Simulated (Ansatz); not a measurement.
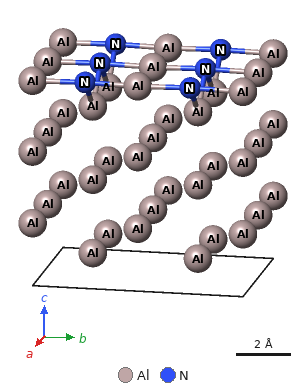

A slab of composition Al6N (cut from the Fm-3m phase), before the constrained relaxation. The picture is a ball-and-stick view of the 2 × 2 repeat of the cell, outlined in the plane, without the vacuum, seen slightly off an axis.

Case: N put at a bridge Al-Al site. The slab is the (1 1 0) face of Al with N on it. 3 atoms are held fixed.

Computed with Ansatz, DFT PBEsol, scalar-relativistic, plane waves, PAW.

The input:
```yaml
crystal:
  lattice:
    - [2.8394270062, 0.0, 0.0]
    - [0.0, 4.0155561815, 0.0]
    - [0.0, 0.0, 26.0985675155]
  atoms:
    - { symbol: Al, position: [0.5, 0.5, 0.3256883733] }
    - { symbol: Al, position: [0.0, 0.0, 0.3800865123] }
    - { symbol: Al, position: [0.5, 0.5, 0.4344846513] }
    - { symbol: Al, position: [0.0, 0.0, 0.4863154555] }
    - { symbol: Al, position: [0.5, 0.5, 0.5431153486] }
    - { symbol: Al, position: [0.0, 0.0, 0.5914115929] }
    - { symbol: "N", position: [0.0, 0.5, 0.5929442441] }
basis:
  ecutwfc: 420
kpoints:
  mp_grid: { grid: [10, 7, 1] }
hamiltonian:
  xc: pbesol
scf:
  occupations: { method: gaussian, width: 0.1 }
output:
  forces: true
  eigenvalues: true
  write_density: true
  write_potential: true
  elf: true
  volumetric_format: npy
relax:
  adjacent_minimum: "off"
  f_tol: 0.03
  max_steps: 70
  constraints: [{ sites: [0, 1, 2] }]
efield:
  axis: 3
  dipole_correction: true
  ramp_width: 0.04
```

Launched with:
```bash
ansatz run input.yaml --threads 1 --pin off --max-ram 2560MiB --backend cpu --events-out ev --progress --plain --runs-dir out
```

### What does the optimiser find from here?

Over 5 geometry steps the energy falls by 0.192 eV per cell of the calculation. Largest force component: 1.2 eV/Å at the start, 0.008 eV/Å at the end. The largest move is that of Al6, 0.35 Å along the normal (+c). By element the largest moves are Al 0.35 Å, N 0.15 Å. The cell stays as it was. Near-neighbour distances that change, for instance: Al5–N7 1.925 → 1.825 Å, Al6–N7 2.008 → 2.059 Å. Bond angles that change, for instance: N7–Al6–N7 177.7° → 154.5°, Al6–N7–Al6 177.7° → 154.5°, Al5–N7–Al6 89.2° → 98.0°. The run took 47 s on 1 thread of Intel(R) Xeon(R) 6975P-C (Granite Rapids), with other jobs on the host, peak memory 0.53 GiB.

After the run, drawn alike:

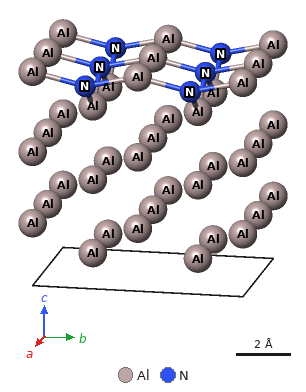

Limits of the set-up: the cell has an odd number of electrons but was run without spin polarisation; the periodic images lie only 2.8 Å apart, so the values are limited by the cell's size.
